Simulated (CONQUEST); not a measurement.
## A series of single points on ScAl3

System: ScAl3 (4 atoms in the cell).
Method: Kohn-Sham DFT of a periodic cell, LDA, PseudoDojo NC LDA, no spin polarisation (CONQUEST 1.3).

The 7 runs differ only in the geometry, by an even scaling of the cell at fixed fractional positions. The structure derives from a Materials Project entry.

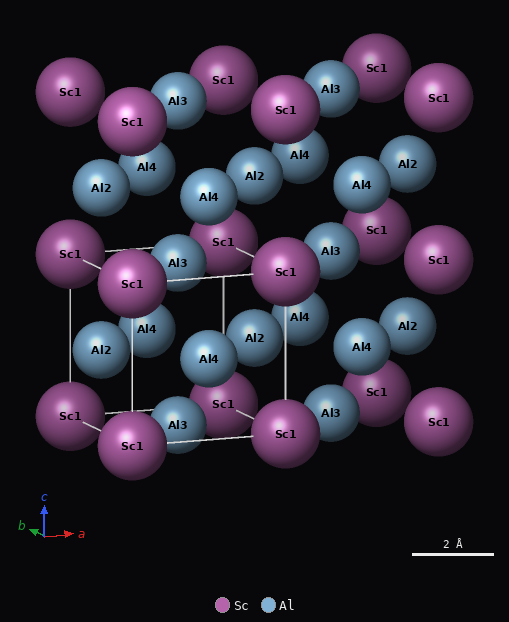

Figure 1. The structure of run 4 (spheres-only view of the cell of the calculation, repeated 2 × 1 × 2, seen slightly off an axis; atoms are numbered from 1 in the order of the input). An atom can appear more than once, as a periodic image.

**Input of run 4**
```
IO.Title ScAl3
IO.Coordinates coords.dat
IO.FractionalAtomicCoords T
IO.Iprint 2
IO.Iprint_init 1
General.NumberOfSpecies 2
General.PseudopotentialType hamann
AtomMove.TypeOfRun static
AtomMove.FullStress T
Grid.PointsAlongX 48
Grid.PointsAlongY 48
Grid.PointsAlongZ 48
DM.SolutionMethod diagon
Diag.MPMesh T
Diag.GammaCentred T
Diag.MPMeshX 5
Diag.MPMeshY 5
Diag.MPMeshZ 5
Diag.kT 0.00183747
minE.SCTolerance 1e-6
SC.MaxIters 100
IO.AtomChargeOutput T
%block ChemicalSpeciesLabel
1 44.960 Sc
2 26.980 Al
%endblock
```

Command:
```bash
OMP_NUM_THREADS=1 Conquest
```

Lattice vectors (Å) and fractional positions of run 4:
```
   4.087807    0.000000    0.000000
   0.000000    4.087807    0.000000
   0.000000    0.000000    4.087807
Sc  0.000000  0.000000  0.000000
Al  0.000000  0.500000  0.500000
Al  0.500000  0.500000  0.000000
Al  0.500000  0.000000  0.500000
```

Run 2 has the same physical settings and fractional positions; its lattice vectors (Å) are:
```
   4.032559    0.000000    0.000000
   0.000000    4.032559    0.000000
   0.000000    0.000000    4.032559
```

**Results, with one run withheld**

| run | volume per atom (Å³) | free energy per atom, from the lowest run given (meV) | pressure (GPa) |
| --- | --- | --- | --- |
| 1 | 16.052 | 3.03 | 2.76 |
| 2 | 16.394 | ? | ? |
| 3 | 16.735 | 0.00 | −1.35 |
| 4 | 17.077 | 4.24 | −2.51 |
| 5 | 17.419 | 11.18 | −4.01 |
| 6 | 17.760 | 21.28 | −5.44 |
| 7 | 18.102 | 34.38 | −6.67 |

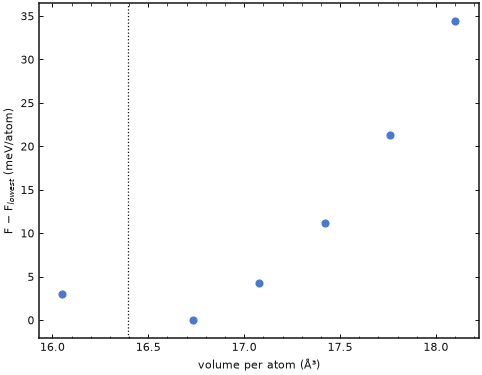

Figure 2. Free energy per atom of the runs given; the dotted line marks run 2.

Estimate the energy of run 2 from the others.

A cubic polynomial in V^(−2/3) (the Birch–Murnaghan form), fitted to the 6 runs given, misses them by at most 0.19 meV per atom. With x = V^(−2/3) − 0.15026 Å⁻², it reads F = 5.6599 − 3230.4 x + 4.2632e+05 x² − 1.9099e+06 x³ (meV per atom). At run 2 it gives −0.31 meV per atom, and the run itself gives −0.70. The slope of the fit gives a pressure −dF/dV of 0.65 GPa there, and the run prints 0.75 GPa. The two needn't agree exactly: the fit is approximate, and the printed stress is taken on a finite basis. The fit has its minimum at 16.523 Å³ per atom, where V d²F/dV² gives 82.8 GPa: the bulk modulus at this level, since symmetry fixes the shape and the positions.

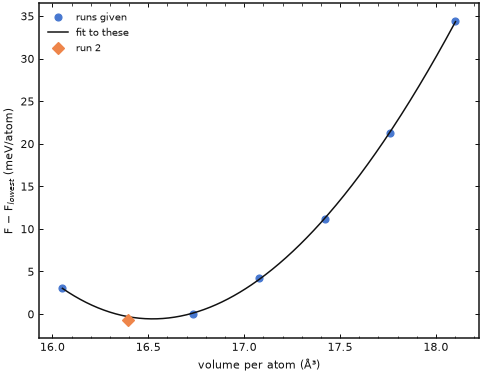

Figure 3. The fit and the withheld run.

**Some lines of the output (run 2)**
```
[...]
          DFT Total Energy                 :       -55.498409205610926 Ha
          Free Energy (E-TS)               :       -55.500333970177387 Ha
          DFT Total Energy                 :       -55.499349762276708 Ha
          Free Energy (E-TS)               :       -55.500116295806734 Ha
          DFT Total Energy                 :       -55.499088880974902 Ha
          Free Energy (E-TS)               :       -55.499982217049379 Ha
          DFT Total Energy                 :       -55.499473797325024 Ha
          Free Energy (E-TS)               :       -55.499976691658738 Ha
          DFT Total Energy                 :       -55.499476253571601 Ha
          Free Energy (E-TS)               :       -55.499976963422945 Ha
          DFT Total Energy                 :       -55.499476547306656 Ha
      | Free Energy as E-TS      =       -55.499976963422945 Ha
      |* DFT total energy        =       -55.499476547306656 Ha
    force: Average pressure:      0.75120449 GPa
```

Notes: With a small basis of atomic orbitals these values can differ much from converged plane-wave results.
